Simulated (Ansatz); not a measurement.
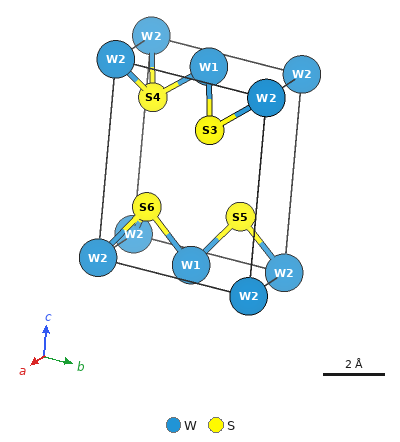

Fig. 1: The structure as given in the input (ball-and-stick view of the cell of the calculation, seen slightly off an axis; atoms are numbered from 1 in the order of the input). Near neighbours in the crystal (not all of them lie inside the picture): W has 6 S at 2.37 to 2.43 Å; S has 3 W at 2.37 to 2.43 Å.

## WS2: single-point calculation

The run: single-point calculation of WS2 (Cm, 6 atoms in the cell). Method and program: DFT PBEsol, scalar-relativistic, plane waves, PAW, no spin polarisation (Ansatz 0.2.0).

The structure derives from an entry of the Crystallography Open Database. It belongs to a series of runs on one base structure; here: mode 11 (346.3 1/cm) frozen in, largest displacement +0.037 A. Figures and captions count atoms from 1; the log counts them from 0 in places.

## Log
```
Engine: ansatz 0.2.0, x86_64-unknown-linux-gnu
Pseudopotentials: kind: paw
Pseudopotential: W, paw, valence charge 14, recommended cutoff 420 eV (normal), W.paw.azcp
Pseudopotential: S, paw, valence charge 6, recommended cutoff 420 eV (normal), S.paw.azcp
Functional definition: PBEsol
  exchange = pbesol_x
  correlation = pbesol_c
Crystal: 6 atoms, lattice volume = 109.318 Å³
Basis set: ecut = 420 eV, 2119 PW (Γ), exchange–correlation on 48×80×90 points (8 copies of the dense FFT grid, shifted against one another)
Bands: 32, of which v1, the nominal top of the filled ones, is band 26 counted from 1 (25 counted from 0)
Symmetry: 2 space group operations
Space group: Cm (ITA 8), of the structure as read, at distance tolerance 4.8e-5 Å
k-points: 172 of 600 (time reversal used)
Non-local potential: W, projectors of the file, l = 0: 3, l = 1: 2, l = 2: 2, l = 3: 1
Non-local potential: S, projectors of the file, l = 0: 2, l = 1: 2, l = 2: 2
PAW form: soft (Blöchl's): semilocal exchange-correlation on the pseudo side does not see the compensation charge
PAW frozen core: W, regenerated for the run's functional, and the local potential with it (the file was generated under x = pbe(κ = 0.804, μ = 0.2195149727645171), c = pbe(β = 0.06672455060314922))
PAW frozen core: S, regenerated for the run's functional, and the local potential with it (the file was generated under x = pbe(κ = 0.804, μ = 0.2195149727645171), c = pbe(β = 0.06672455060314922))
PAW one-centre angular grid: W, 590 points (default); XC on 64 Gauss nodes
PAW one-centre angular grid: S, 110 points (default); XC on 64 Gauss nodes
Initial density: superposition of atomic densities (neutral atoms: chi_scale 0, normalization atom), corrected by the library's trained network
Initial wavefunctions: pseudopotential atomic-orbital guess
Functional: x = pbesol(κ = 0.804, μ = 0.12345679012345678), c = pbesol(β = 0.046)
SCF iter   1: F=—  HF=-24058.132133 eV  |F-HF|=—  |Δ(HF+E_count)|=         —  Δρ=8.75e-3  dr2=1.57e-1  ethr=1.77e-3  ⟨swp⟩=6.4  Hψ=25870  notcnv=0
preconditioner: auto → Resta (q_TF=auto, 2.411 Å⁻¹)  ε∞=7.5  [insulator: Δε(μ)=1.152 eV  Ē_g=8.381 eV  σ=0.050 eV  W_gap=1.00  n_scr=28 (ndim 8)  ℏωp=21.3 eV  f_vac=0.028  D(μ)=0.00/eV (n_scr^D=0)  ε∞_Penn≈7.5]
SCF iter   2: F=—  HF=-24058.112181 eV  |F-HF|=—  |Δ(HF+E_count)|=   2.00e-2  Δρ=3.18e-3  dr2=5.49e-3  ethr=3.03e-4  ⟨swp⟩=2.6  Hψ=8715  notcnv=0  defer=262
SCF iter   3: F=—  HF=-24058.113705 eV  |F-HF|=—  |Δ(HF+E_count)|=   1.52e-3  Δρ=1.78e-3  dr2=1.69e-3  ethr=1.05e-5  ⟨swp⟩=2.2  Hψ=7281  notcnv=0  defer=262
SCF iter   4: F=—  HF=-24058.114457 eV  |F-HF|=—  |Δ(HF+E_count)|=   7.52e-4  Δρ=7.72e-4  dr2=3.40e-4  ethr=3.25e-6  ⟨swp⟩=2.3  Hψ=8314  notcnv=0  defer=262
SCF iter   5: F=—  HF=-24058.114640 eV  |F-HF|=—  |Δ(HF+E_count)|=   1.83e-4  Δρ=2.11e-4  dr2=6.93e-5  ethr=6.54e-7  ⟨swp⟩=2.0  Hψ=7521  notcnv=0  defer=262
SCF iter   6: F=—  HF=-24058.114649 eV  |F-HF|=—  |Δ(HF+E_count)|=   9.10e-6  Δρ=3.24e-5  dr2=1.83e-6  ethr=1.33e-7  ⟨swp⟩=2.2  Hψ=7255  notcnv=0  defer=262
SCF iter   7: F=—  HF=-24058.114651 eV  |F-HF|=—  |Δ(HF+E_count)|=   1.85e-6  Δρ=9.28e-6  dr2=2.10e-7  ethr=3.52e-9  ⟨swp⟩=2.0  Hψ=8198  notcnv=0  defer=262
SCF iter   8: F=-24058.114651 eV  HF=-24058.114651 eV  |F-HF|=8.73e-9  |Δ(HF+E_count)|=   1.57e-7  Δρ=2.88e-6  dr2=1.52e-8  ethr=1.92e-10  ⟨swp⟩=15.2  Hψ=43491  notcnv=0
SCF 1 converged in 8 iterations: F = -24058.114651 eV  dr2 = 1.52e-8
  greatest PAW one-centre occupation: 1.000 electrons in one spin orbital (limit 2), on the W atom at site 0 (counted from 0), in its partial waves of l = 0
```

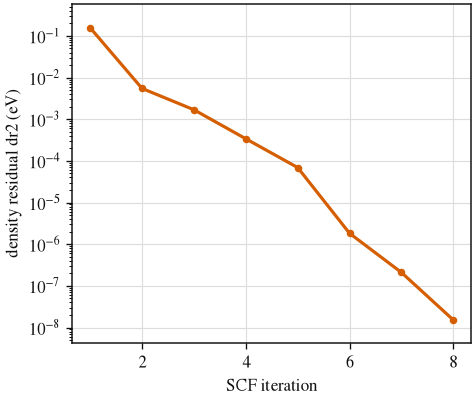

Fig. 2: Convergence of the self-consistent field: density residual dr2 against the SCF iteration. The residual falls at every step.

```
SCF converged after 8 iterations
Free energy (F): -24058.114651 eV
Harris-Foulkes:  -24058.114651 eV  (|F-HF|=8.73e-9)
Internal energy: -24058.114651 eV  (E = F + TS)
E sigma→0 (E₀):  -24058.114651 eV
Fermi energy:    11.637509 eV
--- Per-component energies (eV) ---
  E_band       = -401.140601
  E_kinetic    = 1334.022429
  E_local      = -3809.041132  (includes V_loc(G=0)·N_el)
  E_nonlocal   = 120.698696
  E_hartree    = 1529.096712
  E_xc         = -917.545729
  E_vxc        = -830.158834  (∫ρ·V_xc dr)
  E_paw        = -19209.074343  (= ΣΔE_a)
  E_vpaw       = -274.858165  (= ΣTr[D̂ρ^β])
  E_aug_tail   = -0.000131  (compensation charges beyond the density's cutoff)
  E_ewald      = -3106.962534
  E_core_change = 0.691382  (= ΣΔE_core)
  E_smearing   = -0.000000  (= −TS)
  E_closure    = 0.000000  (closes the sum)
  Σ components = -24058.114651   (vs F -24058.114651, Δ=0.00e0)
--- Forces (eV/Å), atoms counted from 1 ---
  atom   1  W     -0.00000000     0.00957277     0.19049995
  atom   2  W      0.00000000     0.02643951    -0.18614751
  atom   3  S      0.00000000     0.11584359    -0.47122863
  atom   4  S     -0.00000000    -0.12598349     0.50685618
  atom   5  S      0.00000000    -0.21629202    -0.50961033
  atom   6  S     -0.00000000     0.19041942     0.46957075
  max |Σ_I F_I| component: 5.96e-5 eV/Å
--- Stress (GPa, compression-positive) ---
        0.090173      -0.000000       0.000000
       -0.000000       0.165262       0.016134
        0.000000       0.016134       0.089364
  P = ⅓ Tr σ = 0.1149 GPa (1.149 kbar)
--- Band table (eV; the first three rows and the last of 172) ---
  k-point 0: bands = ["-63.3189", "-63.2982", "-27.8157", "-27.6332", "-27.5627", "-27.5261", "-27.4368", "-27.4363", "-4.4543", "-2.5369", "-2.1386", "-1.8520", "3.6139", "3.8297", "5.2843", "5.8894", "7.0161", "7.6691", "7.7072", "8.5444", "8.9209", "8.9341", "9.3725", "9.4137", "9.4943", "9.9480", "13.4363", "13.4646", "13.5333", "13.7124", "13.7174", "13.8505"]
  k-point 1: bands = ["-63.3189", "-63.2982", "-27.8157", "-27.6332", "-27.5627", "-27.5261", "-27.4368", "-27.4363", "-4.4418", "-2.5638", "-2.1347", "-1.8571", "3.6765", "3.8380", "5.2709", "5.9106", "7.0203", "7.6678", "7.7067", "8.4964", "8.9225", "8.9350", "9.0491", "9.4017", "9.5013", "10.2233", "13.4427", "13.4693", "13.5299", "13.7054", "13.7110", "13.8694"]
  k-point 2: bands = ["-63.3189", "-63.2982", "-27.8157", "-27.6333", "-27.5627", "-27.5261", "-27.4368", "-27.4363", "-4.4077", "-2.6349", "-2.1234", "-1.8715", "3.8437", "3.8652", "5.2367", "5.9674", "7.0315", "7.6645", "7.7056", "8.3599", "8.5387", "8.9266", "8.9394", "9.3705", "9.5437", "10.5807", "13.4594", "13.4820", "13.5216", "13.6865", "13.6908", "13.9156"]
  k-point 171: bands = ["-63.3015", "-63.2957", "-27.8159", "-27.8149", "-27.5640", "-27.5622", "-27.5263", "-27.5240", "-2.1611", "-2.1282", "-1.8835", "-1.8317", "3.8587", "3.8870", "5.1910", "5.2359", "5.9651", "6.0432", "7.0713", "7.0895", "8.2488", "8.4039", "9.3129", "9.3557", "9.5438", "9.5929", "13.5109", "13.5203", "13.8687", "13.9325", "14.4876", "14.6298"]
```

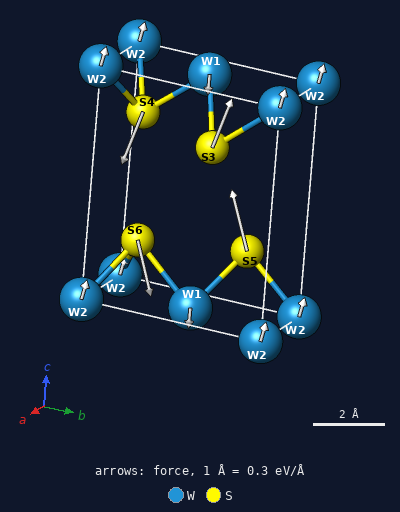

Fig. 3: Forces on the atoms as white arrows (ball-and-stick view of the cell of the calculation, seen slightly off an axis; atoms are numbered from 1 in the order of the input). The largest act on S5 (0.55 eV/Å); S4 (0.52 eV/Å); S6 (0.51 eV/Å); S3 (0.49 eV/Å), among others. The geometry is not a stationary point of this energy.

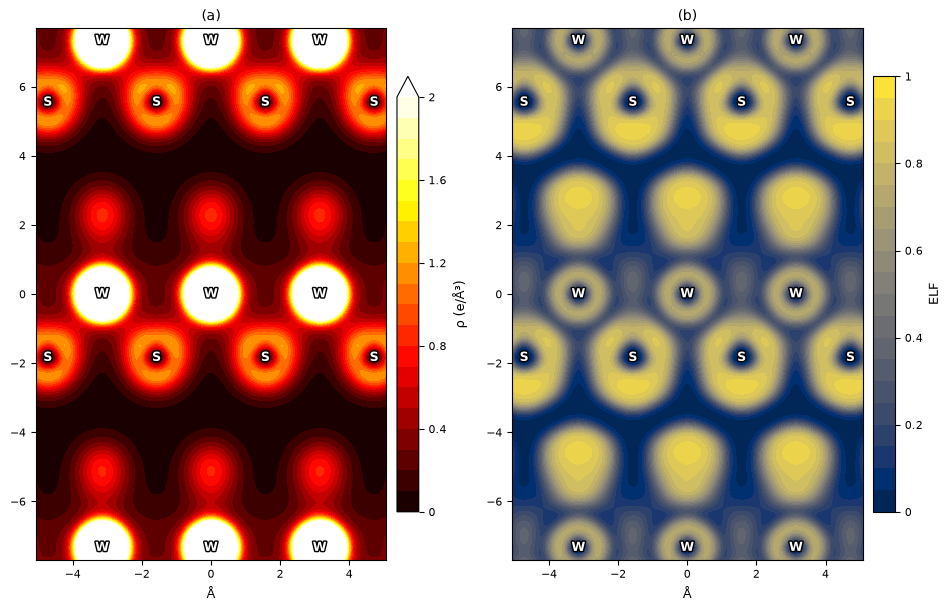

Fig. 4: (a) valence pseudo-density; (b) ELF on the (101) plane of the conventional cell. The section cuts through W and S sites. W–S (2.38 Å): ρ is about 0.66 e/Å³ halfway; the ELF is about 0.50 at the midpoint. W–S (2.42 Å): ρ at the midpoint is about 0.62 e/Å³; the ELF is about 0.50 at the midpoint. Away from the nuclei the density in this plane falls to 0.02 e/Å³ at its lowest. The strong features right at W lie inside the PAW spheres (semicore, d or f shells) and say nothing about bonding. In a PAW calculation such maps are meaningful between the atoms, not at the nuclei.

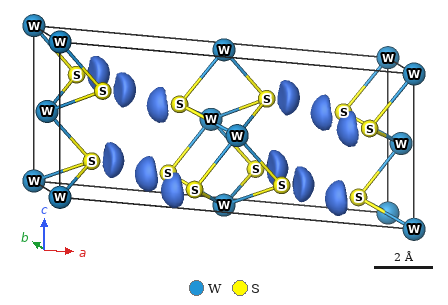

Fig. 5: Isosurface of the ELF at 0.9 (blue), seen slightly off an axis. Core shells and regions of very low density are left out. Sticks mark near contacts. The outline is the cell set on symmetry axes. Profiles from the grid: W–S (2.37 Å): the ELF is about 0.50 at the midpoint. W–S (2.42 Å): the ELF is about 0.50 at the midpoint.

This output came from the following input.

## Input
```yaml
crystal:
  lattice:
    - [-3.1476068045, 0.0, 0.0]
    - [0.0, 5.4518149077, 0.0]
    - [1.5738034023, -0.9086358179, -6.3704647422]
  atoms:
    - { symbol: W, position: [0.5011909613, 0.5004157048, 0.0023819226] }
    - { symbol: W, position: [0.0008235797, 0.0002558088, 0.0016471594] }
    - { symbol: S, position: [0.8753387618, 0.6235465105, 0.7506775237] }
    - { symbol: S, position: [0.380772144, 0.1284904581, 0.7615442879] }
    - { symbol: S, position: [0.1212681241, 0.7097220625, 0.2425362481] }
    - { symbol: S, position: [0.6267064291, 0.2062694553, 0.2534128583] }
basis:
  ecutwfc: 420
kpoints:
  mp_grid: { grid: [10, 6, 10] }
hamiltonian:
  xc: pbesol
scf:
  occupations: { method: gaussian, width: 0.05 }
output:
  forces: true
  stress: true
  eigenvalues: true
  write_density: true
  write_potential: true
  elf: true
  volumetric_format: npy
```

Run as:
```bash
ansatz run input.yaml --threads 2 --pin off --max-ram 5120MiB --backend cpu --events-out ev --progress --plain --runs-dir out
```

## Summary

```csv
quantity,value
outcome,converged
space group (tolerance 0.01 Å),Cm (8)
electrons treated,52
free energy,−24058.1147 eV
Fermi energy,11.638 eV
gap on the k-point mesh,1.15 eV
pressure,0.11 GPa
largest force (length of the vector),0.554 eV/Å
hardware,"2 threads of Intel Xeon (Granite Rapids), 176 GiB of memory available, shared host"
wall time,24 s (CPU time 45 s)
peak memory,0.68 GiB
```

Spin–orbit coupling is left out, which matters for W.
